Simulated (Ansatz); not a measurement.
**Geometry relaxation of B$_{24}$N$_{23}$ (part 2 of 4)**

B$_{24}$N$_{23}$ (defect cell, 47 atoms in the cell); DFT PBE, scalar-relativistic, plane waves, PAW, spin-polarised (Ansatz 0.2.0); cutoff 420 eV, 2×2×2 k-mesh, Gaussian smearing of 0.05 eV, collinear spins. The structure derives from an entry of the Crystallography Open Database.

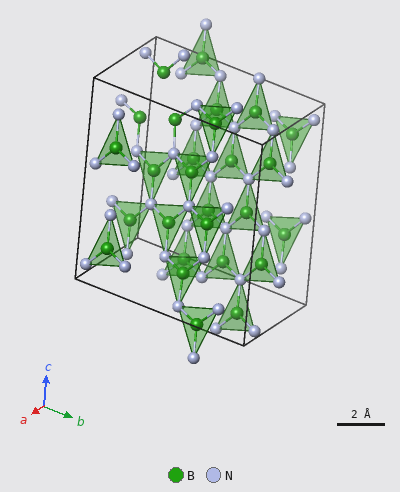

**Figure 1.** The geometry at step 5 of the log (polyhedral view of the cell of the calculation, seen slightly off an axis; polyhedra are completed across the faces of the cell).

**Output, continued**
```
SCF iter   1: F=—  HF=-12626.142501 eV  |F-HF|=—  |Δ(HF+E_count)|=         —  Δρ=5.31e-3 (↑4.46e-3 ↓5.31e-3)  dr2=3.40e-1  dr2_m=6.45e-3  M=0.748 μB ∫|m|=0.849 μB  β_m=0.30  ethr=1.41e-3  ⟨swp⟩=5.1  Hψ=5508  notcnv=0  defer=706
preconditioner: auto → Resta (q_TF=auto, 2.374 Å⁻¹)  ε∞=3.5  [insulator: Δε(μ)=0.087 eV  Ē_g=15.593 eV  σ=0.050 eV  W_gap=0.55  n_scr=90 (ndim 8)  ℏωp=24.5 eV  f_vac=0.017  D(μ)=4.75/eV (n_scr^D=16)  ε∞_Penn≈3.5]
spin=Collinear: Resta preconditioning applied to the charge; magnetization (m = ρ↑ − ρ↓) channel mixes plain (no charge-response kernel on spin).
SCF iter   2: F=—  HF=-12626.088278 eV  |F-HF|=—  |Δ(HF+E_count)|=   5.42e-2  Δρ=3.61e-3 (↑3.02e-3 ↓3.61e-3)  dr2=1.34e-1  dr2_m=3.54e-3  M=0.749 μB ∫|m|=0.846 μB  β_m=0.56  ethr=1.82e-4  ⟨swp⟩=2.1  Hψ=2714  notcnv=0  defer=709
SCF iter   3: F=—  HF=-12626.064512 eV  |F-HF|=—  |Δ(HF+E_count)|=   2.38e-2  Δρ=5.59e-4 (↑5.27e-4 ↓5.59e-4)  dr2=2.97e-3  dr2_m=1.94e-4  M=0.750 μB ∫|m|=0.841 μB  β_m=0.64  ethr=7.16e-5  ⟨swp⟩=2.7  Hψ=2933  notcnv=0  defer=709
SCF iter   4: F=—  HF=-12626.064975 eV  |F-HF|=—  |Δ(HF+E_count)|=   4.64e-4  Δρ=1.85e-4 (↑1.85e-4 ↓1.83e-4)  dr2=4.77e-4  dr2_m=2.28e-5  M=0.751 μB ∫|m|=0.840 μB  β_m=0.69  ethr=1.59e-6  ⟨swp⟩=2.0  Hψ=3326  notcnv=0  defer=709
SCF iter   5: F=—  HF=-12626.065100 eV  |F-HF|=—  |Δ(HF+E_count)|=   1.25e-4  Δρ=4.48e-5 (↑4.34e-5 ↓4.48e-5)  dr2=3.37e-5  dr2_m=9.62e-7  M=0.751 μB ∫|m|=0.840 μB  β_m=0.76  ethr=2.55e-7  ⟨swp⟩=2.0  Hψ=3011  notcnv=0  defer=709
SCF iter   6: F=-12626.065127 eV  HF=-12626.065124 eV  |F-HF|=3.22e-6  |Δ(HF+E_count)|=   2.36e-5  Δρ=1.87e-5 (↑1.79e-5 ↓1.87e-5)  dr2=5.45e-6  dr2_m=1.49e-7  M=0.751 μB ∫|m|=0.840 μB  ethr=1.80e-8  ⟨swp⟩=3.0  Hψ=5252  notcnv=0
SCF 3 converged in 6 iterations: F = -12626.065127 eV  dr2 = 5.45e-6
  greatest PAW one-centre occupation: 0.799 electrons in one spin orbital (limit 2), on the N atom at site 45 (counted from 0), in its partial waves of l = 0
relax step   3: F+E_penalty+E_count = -12626.06512680 eV  Δ(F+E_penalty+E_count) = -1.970e-1 eV  max|allowed force component| = 3.451e-1 eV/Å  Δτ_max = 0.1171 Å  (6 SCF iters, dr2 threshold 1.00e-4 eV, accepted)
iter 1 solved again at ethr=2.21e-3 eV; its pass at ethr=3.10e-3 eV (dr2=4.14e0 eV) is discarded
SCF iter   1: F=—  HF=-12626.954732 eV  |F-HF|=—  |Δ(HF+E_count)|=         —  Δρ=1.62e-2 (↑1.41e-2 ↓1.62e-2)  dr2=4.18e0  dr2_m=3.63e-2  M=0.745 μB ∫|m|=0.864 μB  β_m=0.30  ethr=2.21e-3  ⟨swp⟩=1.0  Hψ=9407  notcnv=0  defer=482
preconditioner: auto → Resta (q_TF=auto, 2.374 Å⁻¹)  ε∞=3.5  [insulator: Δε(μ)=0.080 eV  Ē_g=15.622 eV  σ=0.050 eV  W_gap=0.56  n_scr=90 (ndim 8)  ℏωp=24.5 eV  f_vac=0.048  D(μ)=4.93/eV (n_scr^D=16)  ε∞_Penn≈3.5]
spin=Collinear: Resta preconditioning applied to the charge; magnetization (m = ρ↑ − ρ↓) channel mixes plain (no charge-response kernel on spin).
SCF iter   2: F=—  HF=-12626.268407 eV  |F-HF|=—  |Δ(HF+E_count)|=   6.86e-1  Δρ=1.09e-2 (↑9.52e-3 ↓1.09e-2)  dr2=1.60e0  dr2_m=1.99e-2  M=0.748 μB ∫|m|=0.851 μB  β_m=0.56  ethr=2.21e-3  ⟨swp⟩=2.0  Hψ=1654  notcnv=0  defer=482
SCF iter   3: F=—  HF=-12625.946837 eV  |F-HF|=—  |Δ(HF+E_count)|=   3.22e-1  Δρ=1.48e-3 (↑1.45e-3 ↓1.48e-3)  dr2=3.12e-2  dr2_m=1.05e-3  M=0.751 μB ∫|m|=0.836 μB  β_m=0.78  ethr=8.57e-4  ⟨swp⟩=3.0  Hψ=2820  notcnv=0  defer=696
SCF iter   4: F=—  HF=-12625.950517 eV  |F-HF|=—  |Δ(HF+E_count)|=   3.68e-3  Δρ=6.19e-4 (↑6.08e-4 ↓6.19e-4)  dr2=5.33e-3  dr2_m=1.77e-5  M=0.753 μB ∫|m|=0.838 μB  β_m=0.68  ethr=1.67e-5  ⟨swp⟩=2.0  Hψ=2995  notcnv=0  defer=703
SCF iter   5: F=—  HF=-12625.949919 eV  |F-HF|=—  |Δ(HF+E_count)|=   5.99e-4  Δρ=1.36e-4 (↑1.36e-4 ↓1.29e-4)  dr2=2.83e-4  dr2_m=1.53e-6  M=0.753 μB ∫|m|=0.839 μB  β_m=0.84  ethr=2.85e-6  ⟨swp⟩=2.0  Hψ=3440  notcnv=0  defer=704
SCF iter   6: F=—  HF=-12625.950231 eV  |F-HF|=—  |Δ(HF+E_count)|=   3.13e-4  Δρ=4.75e-5 (↑4.75e-5 ↓4.69e-5)  dr2=3.27e-5  dr2_m=5.60e-7  M=0.754 μB ∫|m|=0.840 μB  β_m=0.92  ethr=1.51e-7  ⟨swp⟩=2.0  Hψ=2990  notcnv=0  defer=704
SCF iter   7: F=-12625.950294 eV  HF=-12625.950298 eV  |F-HF|=3.37e-6  |Δ(HF+E_count)|=   6.64e-5  Δρ=2.05e-5 (↑2.02e-5 ↓2.05e-5)  dr2=6.33e-6  dr2_m=1.08e-8  M=0.754 μB ∫|m|=0.840 μB  ethr=3.98e-9  ⟨swp⟩=4.0  Hψ=6322  notcnv=0
SCF 4 converged in 7 iterations: F = -12625.950294 eV  dr2 = 6.33e-6
relax step   4: F+E_penalty+E_count = -12625.95029443 eV  Δ(F+E_penalty+E_count) = +1.148e-1 eV  max|allowed force component| = 3.451e-1 eV/Å  Δτ_max = 0.1544 Å  (7 SCF iters, dr2 threshold 7.44e-6 eV, rejected (line search))
iter 1 solved again at ethr=1.72e-3 eV; its pass at ethr=3.10e-3 eV (dr2=3.22e0 eV) is discarded
SCF iter   1: F=—  HF=-12626.882366 eV  |F-HF|=—  |Δ(HF+E_count)|=         —  Δρ=1.41e-2 (↑1.27e-2 ↓1.41e-2)  dr2=3.26e0  dr2_m=2.17e-2  M=0.748 μB ∫|m|=0.855 μB  β_m=0.30  ethr=1.72e-3  ⟨swp⟩=1.0  Hψ=9195  notcnv=0  defer=538
preconditioner: auto → Resta (q_TF=auto, 2.374 Å⁻¹)  ε∞=3.5  [insulator: Δε(μ)=0.091 eV  Ē_g=15.612 eV  σ=0.050 eV  W_gap=0.59  n_scr=90 (ndim 8)  ℏωp=24.5 eV  f_vac=0.020  D(μ)=4.90/eV (n_scr^D=16)  ε∞_Penn≈3.5]
spin=Collinear: Resta preconditioning applied to the charge; magnetization (m = ρ↑ − ρ↓) channel mixes plain (no charge-response kernel on spin).
SCF iter   2: F=—  HF=-12626.342131 eV  |F-HF|=—  |Δ(HF+E_count)|=   5.40e-1  Δρ=9.56e-3 (↑8.55e-3 ↓9.56e-3)  dr2=1.26e0  dr2_m=1.19e-2  M=0.749 μB ∫|m|=0.846 μB  β_m=0.56  ethr=1.72e-3  ⟨swp⟩=2.0  Hψ=1635  notcnv=0  defer=538
SCF iter   3: F=—  HF=-12626.085515 eV  |F-HF|=—  |Δ(HF+E_count)|=   2.57e-1  Δρ=1.26e-3 (↑1.26e-3 ↓1.26e-3)  dr2=2.64e-2  dr2_m=5.99e-4  M=0.750 μB ∫|m|=0.836 μB  β_m=0.78  ethr=6.74e-4  ⟨swp⟩=3.2  Hψ=2882  notcnv=0  defer=706
SCF iter   4: F=—  HF=-12626.087456 eV  |F-HF|=—  |Δ(HF+E_count)|=   1.94e-3  Δρ=6.02e-4 (↑5.96e-4 ↓6.02e-4)  dr2=5.06e-3  dr2_m=1.52e-5  M=0.750 μB ∫|m|=0.837 μB  β_m=0.68  ethr=1.41e-5  ⟨swp⟩=2.0  Hψ=2994  notcnv=0  defer=710
SCF iter   5: F=—  HF=-12626.086854 eV  |F-HF|=—  |Δ(HF+E_count)|=   6.01e-4  Δρ=1.30e-4 (↑1.28e-4 ↓1.30e-4)  dr2=2.75e-4  dr2_m=7.91e-7  M=0.751 μB ∫|m|=0.838 μB  β_m=0.84  ethr=2.71e-6  ⟨swp⟩=2.0  Hψ=3042  notcnv=0  defer=710
SCF iter   6: F=—  HF=-12626.087096 eV  |F-HF|=—  |Δ(HF+E_count)|=   2.41e-4  Δρ=4.26e-5 (↑4.26e-5 ↓4.22e-5)  dr2=2.67e-5  dr2_m=3.28e-7  M=0.751 μB ∫|m|=0.838 μB  β_m=0.92  ethr=1.47e-7  ⟨swp⟩=2.0  Hψ=2659  notcnv=0  defer=710
SCF iter   7: F=—  HF=-12626.087172 eV  |F-HF|=—  |Δ(HF+E_count)|=   7.66e-5  Δρ=1.76e-5 (↑1.76e-5 ↓1.71e-5)  dr2=5.05e-6  dr2_m=1.27e-8  M=0.751 μB ∫|m|=0.838 μB  β_m=0.78  ethr=1.43e-8  ⟨swp⟩=2.0  Hψ=3744  notcnv=0  defer=710
SCF iter   8: F=—  HF=-12626.087172 eV  |F-HF|=—  |Δ(HF+E_count)|=   1.49e-7  Δρ=3.77e-6 (↑3.57e-6 ↓3.77e-6)  dr2=1.48e-7  dr2_m=2.37e-9  M=0.751 μB ∫|m|=0.838 μB  β_m=0.86  ethr=2.70e-9  ⟨swp⟩=2.0  Hψ=3046  notcnv=0  defer=710
SCF iter   9: F=-12626.087172 eV  HF=-12626.087172 eV  |F-HF|=1.84e-9  |Δ(HF+E_count)|=   3.90e-7  Δρ=9.66e-7 (↑9.66e-7 ↓9.62e-7)  dr2=1.76e-8  dr2_m=5.19e-11  M=0.751 μB ∫|m|=0.838 μB  ethr=5.35e-11  ⟨swp⟩=3.9  Hψ=5510  notcnv=0
SCF 5 converged in 9 iterations: F = -12626.087172 eV  dr2 = 1.76e-8
relax step   5: F+E_penalty+E_count = -12626.08717247 eV  Δ(F+E_penalty+E_count) = -2.205e-2 eV  max|allowed force component| = 9.381e-2 eV/Å  Δτ_max = 0.0772 Å  (9 SCF iters, accepted)
SCF iter   1: F=—  HF=-12626.124579 eV  |F-HF|=—  |Δ(HF+E_count)|=         —  Δρ=2.76e-3 (↑2.54e-3 ↓2.76e-3)  dr2=9.44e-2  dr2_m=1.37e-3  M=0.745 μB ∫|m|=0.836 μB  β_m=0.30  ethr=7.67e-4  ⟨swp⟩=3.9  Hψ=4542  notcnv=0  defer=710
preconditioner: auto → Resta (q_TF=auto, 2.374 Å⁻¹)  ε∞=3.5  [insulator: Δε(μ)=0.080 eV  Ē_g=15.599 eV  σ=0.050 eV  W_gap=0.56  n_scr=90 (ndim 8)  ℏωp=24.5 eV  f_vac=0.015  D(μ)=4.96/eV (n_scr^D=16)  ε∞_Penn≈3.5]
spin=Collinear: Resta preconditioning applied to the charge; magnetization (m = ρ↑ − ρ↓) channel mixes plain (no charge-response kernel on spin).
SCF iter   2: F=—  HF=-12626.108426 eV  |F-HF|=—  |Δ(HF+E_count)|=   1.62e-2  Δρ=1.92e-3 (↑1.77e-3 ↓1.92e-3)  dr2=4.33e-2  dr2_m=7.77e-4  M=0.745 μB ∫|m|=0.835 μB  β_m=0.62  ethr=5.05e-5  ⟨swp⟩=1.0  Hψ=2640  notcnv=0  defer=710
SCF iter   3: F=—  HF=-12626.097374 eV  |F-HF|=—  |Δ(HF+E_count)|=   1.11e-2  Δρ=2.14e-4 (↑2.14e-4 ↓1.86e-4)  dr2=3.96e-4  dr2_m=2.44e-5  M=0.745 μB ∫|m|=0.834 μB  β_m=0.76  ethr=2.32e-5  ⟨swp⟩=2.0  Hψ=2906  notcnv=0  defer=710
SCF iter   4: F=—  HF=-12626.097503 eV  |F-HF|=—  |Δ(HF+E_count)|=   1.28e-4  Δρ=7.95e-5 (↑7.95e-5 ↓7.18e-5)  dr2=8.40e-5  dr2_m=3.01e-6  M=0.744 μB ∫|m|=0.834 μB  β_m=0.71  ethr=2.12e-7  ⟨swp⟩=2.0  Hψ=3075  notcnv=0  defer=710
SCF iter   5: F=—  HF=-12626.097540 eV  |F-HF|=—  |Δ(HF+E_count)|=   3.79e-5  Δρ=2.45e-5 (↑2.45e-5 ↓2.10e-5)  dr2=6.94e-6  dr2_m=7.26e-7  M=0.744 μB ∫|m|=0.834 μB  β_m=0.83  ethr=4.49e-8  ⟨swp⟩=2.0  Hψ=3183  notcnv=0  defer=710
SCF iter   6: F=—  HF=-12626.097548 eV  |F-HF|=—  |Δ(HF+E_count)|=   7.65e-6  Δρ=8.39e-6 (↑8.39e-6 ↓7.27e-6)  dr2=8.02e-7  dr2_m=8.85e-8  M=0.744 μB ∫|m|=0.833 μB  β_m=0.91  ethr=3.71e-9  ⟨swp⟩=2.0  Hψ=3102  notcnv=0  defer=710
SCF iter   7: F=—  HF=-12626.097549 eV  |F-HF|=—  |Δ(HF+E_count)|=   9.60e-7  Δρ=3.63e-6 (↑3.63e-6 ↓3.10e-6)  dr2=1.83e-7  dr2_m=6.63e-9  M=0.744 μB ∫|m|=0.833 μB  β_m=0.81  ethr=5.35e-11  ⟨swp⟩=4.4  Hψ=6569  notcnv=0
iter 8 did not close the SCF: its close was put off for a magnetic moment that had not settled (scf_convergence_deferred on its scf_iter line)
SCF iter   8: F=-12626.097549 eV  HF=-12626.097549 eV  |F-HF|=5.45e-9  |Δ(HF+E_count)|=   2.42e-9  Δρ=9.63e-7 (↑9.63e-7 ↓7.90e-7)  dr2=8.27e-9  dr2_m=1.03e-9  M=0.744 μB ∫|m|=0.833 μB  β_m=0.90  ethr=5.35e-11  ⟨swp⟩=4.0  Hψ=5729  notcnv=0
SCF iter   9: F=-12626.097549 eV  HF=-12626.097549 eV  |F-HF|=8.62e-10  |Δ(HF+E_count)|=   9.32e-9  Δρ=3.53e-7 (↑3.18e-7 ↓3.53e-7)  dr2=1.94e-9  dr2_m=4.78e-11  M=0.744 μB ∫|m|=0.833 μB  ethr=4.42e-12  ⟨swp⟩=1.0  Hψ=5431  notcnv=0
SCF 6 converged in 9 iterations: F = -12626.097549 eV  dr2 = 1.94e-9
relax step   6: F+E_penalty+E_count = -12626.09754912 eV  Δ(F+E_penalty+E_count) = -1.038e-2 eV  max|allowed force component| = 3.329e-2 eV/Å  Δτ_max = 0.0379 Å  (9 SCF iters, accepted)
SCF converged after 9 iterations
Magnetization: 0.7441 μB (93.8720 up, 93.1280 down)
Absolute magnetization: 0.8349 μB (∫|ρ↑−ρ↓|, with the PAW one-centre terms)
Spin contamination: 0.0029 ħ² per cell (⟨S²⟩ above its minimum at these occupations)
Per-site moments (μB) at R_I (Å): [(0.00018731723527237715, 0.5950729105791875), (0.00019488794034963904, 0.5951397231303646), (0.00012555619374537324, 0.5947452548123354), (9.957850040940651e-5, 0.5947372688621393), (-1.9586100828972795e-6, 0.5946168281817543), (-6.838472102425094e-6, 0.5946476438180144), (0.0003893762584394016, 0.5949279428976206), (0.00042058581971437815, 0.5948571926554349), (4.438748370466063e-6, 0.594639440624319), (-1.3364083826146026e-5, 0.594660444869168), (0.0001333646761328471, 0.5947119801945292), (9.078905296050469e-5, 0.5947225144728573), (0.03585721660164521, 0.6036344726591572), (0.009678820464999533, 0.59273313141761), (0.03468395589504331, 0.6035481675369019), (0.002488514751255668, 0.5959969805555276), (0.0024919244570179707, 0.5960877078015713), (0.00962043022240548, 0.5924833700987189), (0.0023157898274856303, 0.5961394484867829), (0.0023089534767572677, 0.5961857931425647), (0.00251214103181864, 0.5960939097936935), (0.009611065480033999, 0.5925826057904393), (0.002481164045192692, 0.5960105638366205), (0.034871971050393365, 0.6032935718178525), (0.0008923019353675833, 0.5959969805555276), (-0.0022806723818464252, 0.5927772808951525), (-0.002443224244816068, 0.5924833700987189), (-0.0018355423406459291, 0.6034966939087093), (-0.002034413404198125, 0.5926369417612934), (0.00024912824291915467, 0.5960939097936935), (0.0002798581609094384, 0.5960877078015713), (-0.001835644546243364, 0.6035056948745958), (-0.002056216520021807, 0.5927016150639028), (-0.0024822687833836086, 0.5925826057904393), (-0.0022623375035960096, 0.59273313141761), (0.003300974571464034, 0.5947119801945292), (0.003134727982300891, 0.5947225144728573), (0.002626653441150871, 0.5946476438180144), (0.0024469017234266164, 0.5946168281817543), (0.000999991480803912, 0.5948571926554349), (0.0009010279411871012, 0.5949279428976206), (0.0003558044524427118, 0.5950407529804986), (0.00034870372342354206, 0.5950774332576324), (0.0009498526445617224, 0.59493122988243), (0.0009472057938840974, 0.5949304232414603), (0.0027882271060706326, 0.594639440624319), (0.002315229565986868, 0.594660444869168)]
Free energy (F): -12626.097549 eV
Harris-Foulkes:  -12626.097549 eV  (|F-HF|=8.62e-10)
Internal energy: -12626.091287 eV  (E = F + TS)
E sigma→0 (E₀):  -12626.094418 eV
Entropy (-TS):   -0.006262 eV (-0.133 meV/atom)
Fermi energy:    7.633683 eV
--- Per-component energies (eV) ---
  E_band       = -455.858002
  E_kinetic    = 4250.999389
  E_local      = -8116.064865  (includes V_loc(G=0)·N_el)
  E_nonlocal   = 1339.432447
  E_hartree    = 2628.925676
  E_xc         = -2146.744138
  E_vxc        = -2661.356922  (∫ρ·V_xc dr)
  E_paw        = -4834.124386  (= ΣΔE_a)
  E_vpaw       = -526.722859  (= ΣTr[D̂ρ^β])
  E_aug_tail   = 0.002283  (compensation charges beyond the density's cutoff)
  E_ewald      = -5748.517692
  E_smearing   = -0.006262  (= −TS)
  E_closure    = 0.000000  (closes the sum)
  Σ components = -12626.097549   (vs F -12626.097549, Δ=0.00e0)
--- Forces (eV/Å), atoms counted from 1 ---
  atom   1  B     -0.00439087     0.00496424     0.00355440
  atom   2  B      0.00003197    -0.00070042     0.00640523
  atom   3  B     -0.00307150    -0.00197563    -0.00016680
  atom   4  B     -0.00209677    -0.00453688     0.00364536
  atom   5  B     -0.00017787     0.00109026    -0.00055517
  atom   6  B     -0.00467515    -0.00002211     0.00288217
  atom   7  B     -0.00103279     0.00195417    -0.00178456
  atom   8  B      0.00251388     0.00233582    -0.00383696
  atom   9  B      0.00099845     0.00017734    -0.00591734
  atom  10  B     -0.00358415     0.00088521     0.00127193
  atom  11  B      0.00033700    -0.00076064    -0.00224024
  atom  12  B      0.00046019    -0.00035664     0.00154819
  atom  13  B      0.01988627    -0.01863763    -0.00309408
  atom  14  B      0.00554427    -0.00056014     0.00246980
  atom  15  B      0.00291313     0.03329359     0.00140373
  atom  16  B      0.00011740    -0.00650151     0.00335676
  atom  17  B      0.00367742    -0.00518395     0.00248230
  atom  18  B      0.01245707     0.00687714    -0.00129229
  atom  19  B      0.00011882     0.00323598    -0.00930161
  atom  20  B     -0.00753394    -0.00017071    -0.00207246
  atom  21  B      0.00005533    -0.00264622     0.00455796
  atom  22  B      0.00426415    -0.00225076    -0.00564224
  atom  23  B      0.00059539     0.00447695    -0.00360027
  atom  24  B     -0.01526260    -0.01200792    -0.00521094
  atom  25  N      0.00018218     0.00099109     0.00350312
  atom  26  N     -0.00270720    -0.01058812     0.00291617
  atom  27  N     -0.01027102     0.00456834    -0.00106526
  atom  28  N     -0.00177403    -0.00112153     0.00157327
  atom  29  N     -0.00642793    -0.00987171    -0.00548208
  atom  30  N     -0.00638257    -0.00144963    -0.00585570
  atom  31  N     -0.00162069     0.00136300     0.00074522
  atom  32  N     -0.00060847     0.00251855    -0.00337429
  atom  33  N      0.00570634     0.01043105     0.00728876
  atom  34  N     -0.00396440     0.00174193     0.00587072
  atom  35  N      0.00443755     0.00049309    -0.00054981
  atom  36  N      0.00361369     0.00391714     0.00109166
  atom  37  N      0.00067189     0.00105498     0.00747735
  atom  38  N      0.00054542     0.00179599    -0.00369582
  atom  39  N     -0.00025864    -0.00141980     0.00318022
  atom  40  N     -0.00217815     0.00115800    -0.00105663
  atom  41  N      0.00473262    -0.00082181     0.00364325
  atom  42  N      0.00114584     0.00218085    -0.00037704
  atom  43  N      0.00205105    -0.00036670    -0.00177270
  atom  44  N     -0.00230230    -0.00138836    -0.00193689
  atom  45  N      0.00162476    -0.00210127    -0.00025229
  atom  46  N      0.00179361    -0.00296973     0.00215914
  atom  47  N     -0.00013992    -0.00308090    -0.00289581
  max |Σ_I F_I| component: 1.47e-5 eV/Å
```
